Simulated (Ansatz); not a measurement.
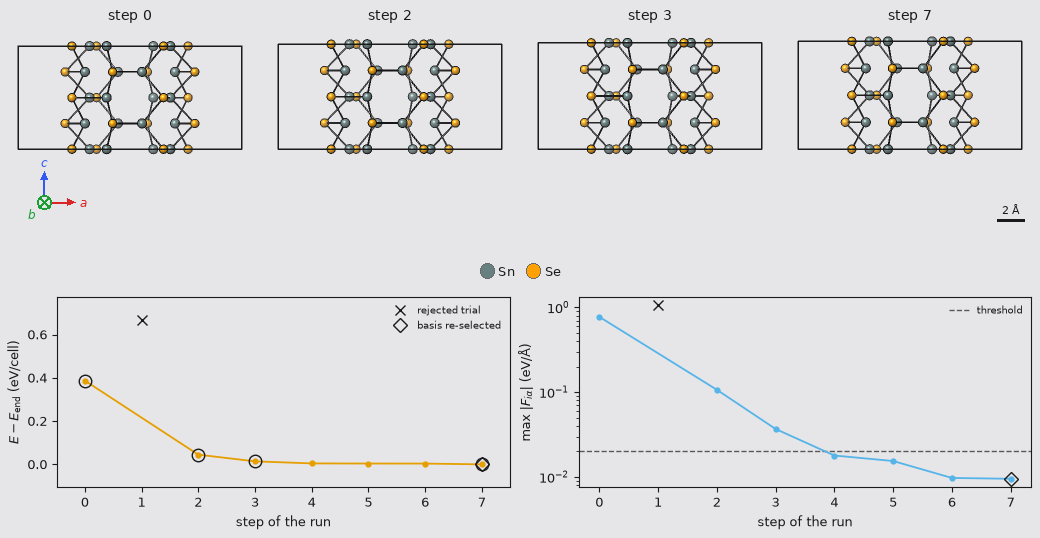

Frames of a relaxation of a wire of composition SnSe, marked on the history of the run. A ball-and-stick model of the 2 repeat of the cell, with the vacuum cut short, seen along the b axis.

Case: (4,4) tube.

Method: DFT PBE, scalar-relativistic, plane waves, PAW in Ansatz.

Input file:
```yaml
crystal:
  lattice:
    - [18.3, 0.0, 0.0]
    - [0.0, 18.6, 0.0]
    - [0.0, 0.0, 3.9142624123]
  atoms:
    - { symbol: Sn, position: [0.6867708112, 0.5492379092, 0.5] }
    - { symbol: Sn, position: [0.596679686, 0.6647532552, 1.0] }
    - { symbol: Sn, position: [0.449954912, 0.6837583788, 0.5] }
    - { symbol: Sn, position: [0.3325458717, 0.5951203363, 1.0] }
    - { symbol: Sn, position: [0.3132291888, 0.4507620908, 0.5] }
    - { symbol: Sn, position: [0.403320314, 0.3352467448, 1.0] }
    - { symbol: Sn, position: [0.550045088, 0.3162416212, 0.5] }
    - { symbol: Sn, position: [0.6674541283, 0.4048796637, 1.0] }
    - { symbol: Se, position: [0.7410535514, 0.6369276177, 1.0] }
    - { symbol: Se, position: [0.5720409005, 0.7645238446, 0.5] }
    - { symbol: Se, position: [0.3608276672, 0.7371655909, 1.0] }
    - { symbol: Se, position: [0.2311396989, 0.5708789505, 0.5] }
    - { symbol: Se, position: [0.2589464486, 0.3630723823, 1.0] }
    - { symbol: Se, position: [0.4279590995, 0.2354761554, 0.5] }
    - { symbol: Se, position: [0.6391723328, 0.2628344091, 1.0] }
    - { symbol: Se, position: [0.7688603011, 0.4291210495, 0.5] }
basis:
  ecutwfc: 420
kpoints:
  mp_grid: { grid: [1, 1, 12] }
hamiltonian:
  xc: pbe
scf:
  occupations: { method: gaussian, width: 0.05 }
output:
  forces: true
  stress: true
  eigenvalues: true
  populations: true
  write_density: true
  write_potential: true
  elf: true
  volumetric_format: npy
relax:
  adjacent_minimum: "off"
  f_tol: 0.02
  max_steps: 45
  cell: { fix: [a, b, alpha, beta, gamma], stress_tol: 0.03 }
```

Run as
```bash
ansatz run input.yaml --threads 4 --pin off --max-ram 11264MiB --backend cpu --events-out ev --progress --plain --runs-dir out
```

### What happens along the run?

The largest moves relative to the layer's centre, 0.095 Å, are those of 8 atoms (Sn1, Sn2, Sn3, Sn4 and others). By element the largest moves are Sn 0.095 Å, Se 0.015 Å. Along the periodic axis the drawn cell goes c 7.829 → 8.189 Å (+4.6 %). Near-neighbour distances that change, for instance: Sn1–Se16 2.692 → 2.792 Å, Sn1–Se9 2.734 → 2.776 Å. Bond angles that change, for instance: Se14–Sn6–Se14 91.4° → 95.0°, Sn6–Se14–Sn6 91.4° → 95.0°, Se13–Sn6–Se14 107.0° → 104.4°. Over 5 accepted moves (7 points after the start) the energy falls by 0.387 eV per cell of the calculation. Largest force component: 0.78 eV/Å at the start, 0.0095 eV/Å at the end. The line search rejected the trial step at point 1 of the run. The SCF was repeated once at an unchanged geometry on a basis and grid sized afresh for the cell, which shifted the energy by 3.6 meV per cell of the calculation at most. From step 0 to 2: Se atoms move most (0.06 Å), energy −0.342 eV per cell of the calculation. From step 2 to 3: Sn atoms move most (0.03 Å), energy −30.8 meV per cell of the calculation. From step 3 to 7: Se atoms move most (0.06 Å), energy −13.9 meV per cell of the calculation.

```json
{"step": "0", "E − E(0), meV/atom": "0.00", "largest force component, eV/Å": "0.7754", "note": ""}
{"step": "1", "E − E(0), meV/atom": "17.54", "largest force component, eV/Å": "1.0557", "note": "rejected"}
{"step": "2", "E − E(0), meV/atom": "-21.40", "largest force component, eV/Å": "0.1069", "note": ""}
{"step": "3", "E − E(0), meV/atom": "-23.33", "largest force component, eV/Å": "0.0368", "note": ""}
{"step": "4", "E − E(0), meV/atom": "-23.93", "largest force component, eV/Å": "0.0179", "note": ""}
{"step": "5", "E − E(0), meV/atom": "-23.96", "largest force component, eV/Å": "0.0154", "note": ""}
{"step": "6", "E − E(0), meV/atom": "-23.98", "largest force component, eV/Å": "0.0097", "note": ""}
{"step": "7", "E − E(0), meV/atom": "-24.20", "largest force component, eV/Å": "0.0095", "note": "same geometry, new basis"}
```
